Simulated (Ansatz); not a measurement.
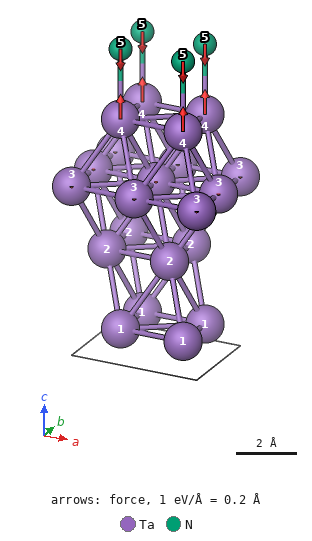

Starting geometry of a slab of composition Ta4N (cut from the Fm-3m phase) with the computed forces as red arrows. The picture is a ball-and-stick view of the 2 × 2 repeat of the cell, outlined in the plane, without the vacuum, seen slightly off an axis.

Case: N put at a top Ta site. The slab is the (1 1 1) face of Ta with N on it. 2 atoms are held fixed.

All numbers below come from DFT PBEsol, scalar-relativistic, plane waves, PAW (Ansatz). Settings: plane-wave cutoff 420 eV; k-point mesh 12 × 12 × 1; occupations gaussian; smearing width 0.1 eV; no spin polarisation; dipole correction; atoms relaxed in a fixed cell; force threshold 0.03 eV/Å; at most 70 steps.

> Is this structure relaxed? If not, where do the atoms go?

It isn't relaxed: the largest force vector, on Ta4, is 4.44 eV/Å. The final displacements follow the starting forces only in part (cosine between the two patterns 0.66). The atom that moves furthest is N5 (0.66 Å along the normal (−c)). By element the largest moves are N 0.66 Å, Ta 0.05 Å. The cell doesn't change. Near-neighbour distances that change, for instance: Ta4–N5 2.420 → 1.747 Å, Ta2–Ta3 2.951 → 2.992 Å, Ta3–Ta4 2.942 → 2.908 Å. The energy falls by 2.271 eV per cell of the calculation in 5 geometry steps. Largest force component: 4.4 eV/Å at the start, 0.012 eV/Å at the end.

Limits of the set-up: the cell has an odd number of electrons but was run without spin polarisation; the periodic images lie only 3.0 Å apart, so the values are limited by the cell's size.
